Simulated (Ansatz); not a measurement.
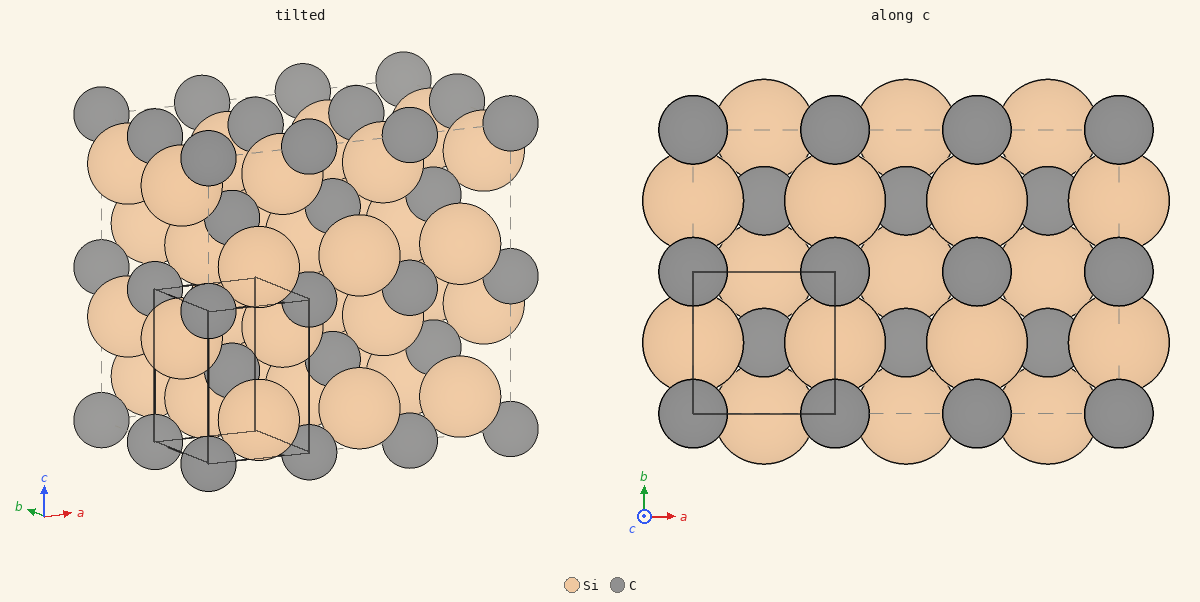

A space-filling rendering, viewed slightly off an axis and along the c axis. A block of 3×2×2 cells is shown, with one conventional unit cell in solid outline.

SiC, space group I-4m2 (No. 119), a = 3.08 Å, b = 3.08 Å, c = 4.23 Å, α = 90.00°, β = 90.00°, γ = 90.00°.

Theory: G0W0 on PBE, plane waves, PAW (Ansatz 0.2.0). Numerical settings: a kinetic-energy cutoff of 420 eV, k-points about 0.42 Å⁻¹ apart, no spin polarisation.

### What is the electronic character?

A semiconductor at this level, with a gap of 1.02 eV, indirect; the smallest direct gap is 4.54 eV.

Starting structure: a structure listed in the Materials Project. Earlier steps of the study may have refined or changed the cell and positions. It was the input of a calculation with Ansatz.
